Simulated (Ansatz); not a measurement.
# Calculations on Cs

## 1. Relaxation

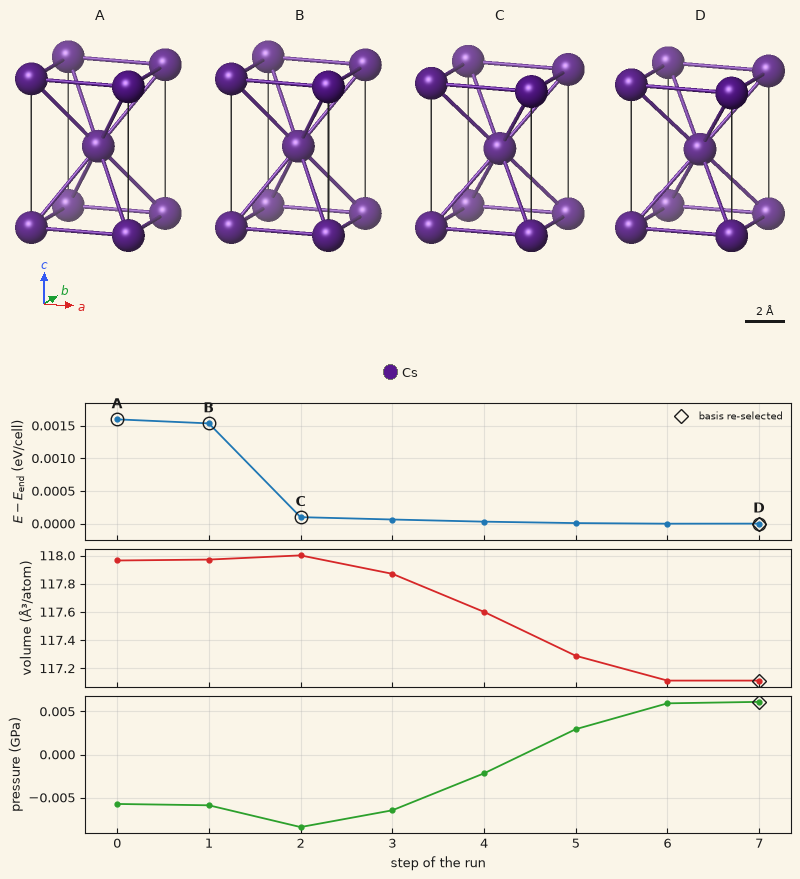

Frames of a relaxation of a crystal of Cs (set up in Immm), marked on the history of the run. The picture is a ball-and-stick view of the cell of the calculation, reduced to other axes, seen slightly off an axis. Lengths and directions refer to the drawn axes.

Case: uniaxial strain along a of +2.0 %; b, c and atoms relaxed.

All numbers below come from DFT PBE, scalar-relativistic, plane waves, PAW (Ansatz 0.2.0).

Input file:
```yaml
crystal:
  lattice:
    - [5.5192519631, 0.0, 0.0]
    - [0.0, 5.3839761797, 0.0]
    - [0.0, 0.0, 7.9396040952]
  atoms:
    - { symbol: Cs, position: [0.0, 0.0, 0.0] }
    - { symbol: Cs, position: [0.5, 0.5, 0.5] }
basis:
  ecutwfc: 420
kpoints:
  mp_grid: { grid: [8, 8, 6] }
hamiltonian:
  xc: pbe
scf:
  occupations: { method: gaussian, width: 0.1 }
output:
  forces: true
  stress: true
  eigenvalues: true
relax:
  adjacent_minimum: "off"
  f_tol: 0.008
  max_steps: 40
  cell: { stress_tol: 0.015, fix: [a, angles] }
```

Command:
```bash
ansatz run input.yaml --threads 1 --pin off --max-ram 1331MiB --backend cpu --events-out ev --progress --plain --runs-dir out
```

Describe the path.

After 6 accepted moves (7 points after the start) the energy has fallen by 1.6 meV per cell of the calculation. All forces vanish by symmetry, so only the cell relaxes. The pressure goes from −0.01 to 0.01 GPa. The SCF was repeated once at an unchanged geometry on a basis and grid sized afresh for the cell, which shifted the energy by less than 0.05 meV per cell of the calculation at most. The atoms keep their places relative to the cell (all moves are under 0.005 Å). The volume changes by −0.7 %, with a 5.384 → 5.566 Å (+3.4 %), b unchanged at 5.519 Å, c 7.940 → 7.624 Å (−4.0 %). Among the contacts that change: Cs1–Cs1 5.384 → 5.566 Å, Cs1–Cs2 5.534 → 5.467 Å. The space group stays Immm (No. 71). The run took of the order of 2.8 core-minutes on a shared host. From step 0 to 1: energy −0.1 meV per cell of the calculation. From step 1 to 2: energy −1.4 meV per cell of the calculation. From step 2 to 7: volume −0.8 %, energy −0.1 meV per cell of the calculation.

## 2. Relaxation

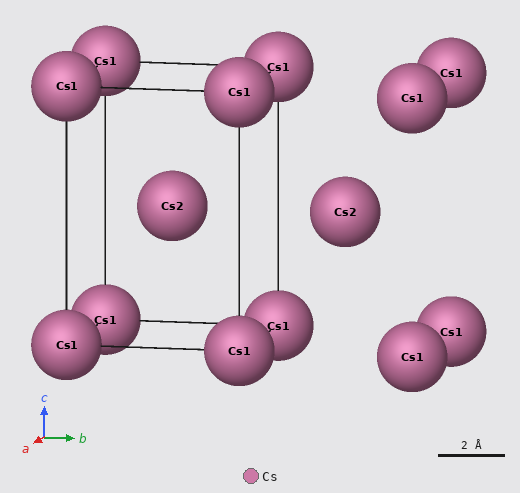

Starting structure of a crystal of Cs (set up in Immm). The picture is a spheres-only view of the cell of the calculation, repeated 1 × 2 × 1 with one cell outlined, seen slightly off an axis.

Case: uniaxial strain along a of -2.0 %; b, c and atoms relaxed.

Computed with DFT PBE, scalar-relativistic, plane waves, PAW in Ansatz.

Input
```yaml
crystal:
  lattice:
    - [5.3028107096, 0.0, 0.0]
    - [0.0, 5.438086493, 0.0]
    - [0.0, 0.0, 8.0193991112]
  atoms:
    - { symbol: Cs, position: [0.0, 0.0, 0.0] }
    - { symbol: Cs, position: [0.5, 0.5, 0.5] }
basis:
  ecutwfc: 420
kpoints:
  mp_grid: { grid: [8, 8, 6] }
hamiltonian:
  xc: pbe
scf:
  occupations: { method: gaussian, width: 0.1 }
output:
  forces: true
  stress: true
  eigenvalues: true
relax:
  adjacent_minimum: "off"
  f_tol: 0.008
  max_steps: 40
  cell: { stress_tol: 0.015, fix: [a, angles] }
```

Run as
```bash
ansatz run input.yaml --threads 1 --pin off --max-ram 1331MiB --backend cpu --events-out ev --progress --plain --runs-dir out
```

### What does the optimiser find from here?

The energy falls by 0.1 meV per cell of the calculation in 2 accepted moves (3 points after the start). All forces vanish by symmetry, so only the cell relaxes. The pressure goes from 0.03 to 0.02 GPa. At 1 point the geometry stayed and the basis and grid were re-selected for the new cell (energy shift of less than 0.05 meV per cell of the calculation at most each time). The atoms keep their places relative to the cell (all moves are under 0.005 Å). The volume changes by +0.6 %, with a unchanged at 5.303 Å, b 5.438 → 5.476 Å (+0.7 %), c 8.019 → 8.010 Å (−0.1 %). Among the contacts that change: Cs1–Cs1 5.438 → 5.476 Å, Cs1–Cs2 5.523 → 5.529 Å. The space group stays Immm (No. 71). The run took about 80 core-seconds on a shared host.

Step by step:

```
step  E − E(0), meV/atom  pressure, GPa  volume, Å³/atom                      note
   0                0.00           0.03          115.628                          
   1                0.00           0.03          115.663                          
   2               -0.05           0.02          116.294                          
   3               -0.05           0.02          116.294  same geometry, new basis
```

## 3. Series

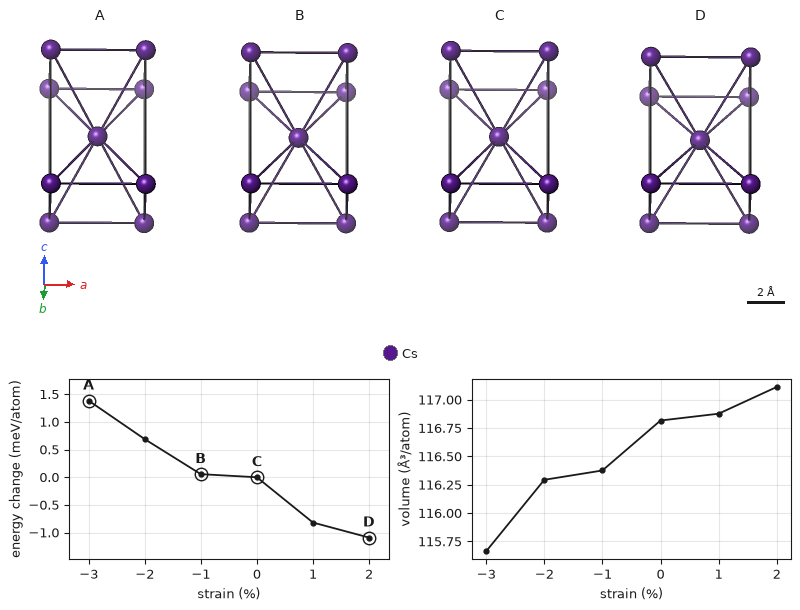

Members of a series of calculations on solid Cs (set up in I4/mmm), marked on the first curve. Style: ball-and-stick. Shown: the cell of the calculation, from a free direction.

These are results of DFT PBE, scalar-relativistic, plane waves, PAW in Ansatz 0.2.0, not measurements. (plane-wave cutoff 420 eV; k-point mesh 8 × 8 × 6; occupations gaussian; smearing width 0.1 eV; no spin polarisation)

**Describe the series.**

Uniaxial strain along a; b, c and atoms relaxed. A (strain −3.0 %): energy change 1.4 meV/atom, volume 115.66 Å³ per atom. B (strain −1.0 %): energy change 0.1 meV/atom, volume 116.38 Å³ per atom. C (strain 0.0 %): energy change 0.0 meV/atom, volume 116.82 Å³ per atom. D (strain 2.0 %): energy change −1.1 meV/atom, volume 117.11 Å³ per atom. The rest compares A with D. Cell: a 5.249 → 5.519 Å (+5.2 %), b 5.472 → 5.566 Å (+1.7 %), c 8.054 → 7.624 Å (−5.3 %). Volume +1.3 %. Some distances before and after: Cs–Cs 5.249 → 5.519 Å, Cs–Cs 5.472 → 5.566 Å, Cs–Cs 5.531 → 5.467 Å.
